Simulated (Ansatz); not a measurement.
Given this structure, the geometry relaxed with Ansatz, DFT, BLYP, plane waves (420 eV) with PAW, scalar-relativistic; the starting structure was generated, so it need not be a known form of this composition, written in its standard cell:

```
CELL_PARAMETERS angstrom
4.92342 0.00000 0.00000
0.00000 4.92342 0.00000
0.00000 0.00000 4.92342
ATOMIC_POSITIONS crystal
Ru 0.00000 0.00000 0.00000
Ru 0.50000 0.50000 0.50000
Ru 0.25000 0.00000 0.50000
Ru 0.75000 0.00000 0.50000
Ru 0.50000 0.25000 0.00000
Ru 0.50000 0.75000 0.00000
Ru 0.00000 0.50000 0.25000
Ru 0.00000 0.50000 0.75000
```

Q: Predict the [111] zone-axis pattern (200 kV, kinematic, B = 0.8 Å²).

A: The spots form a hexagonal net with both shortest vectors at d = 3.48 Å, 60.0° apart. They are -1 1 0 (itself too weak to see) and -1 0 1 (itself too weak to see). The pattern has symmetry 6mm. Reflections such as 0 1 -1, 1 -1 0, 1 0 -1 are allowed but too weak to see at this display level.

Strongest reflections with d > 1.07 Å, one of each family (|F|² from tabulated Gaussian fits of the electron scattering factors, times a small damping for the curvature of the Ewald sphere):

```json
{"hkl": "2 -1 -1", "d (Å)": "2.010", "I (strongest = 100)": "100"}
{"hkl": "3 -1 -2", "d (Å)": "1.316", "I (strongest = 100)": "37"}
```

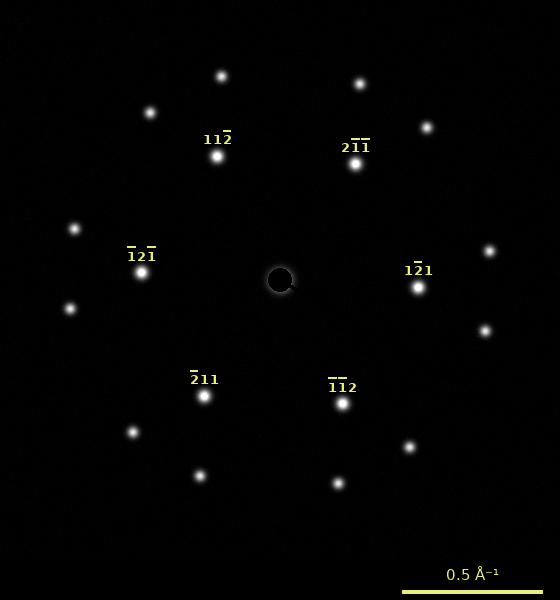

Calculated pattern, seen from the source side with [111] pointing towards the source.
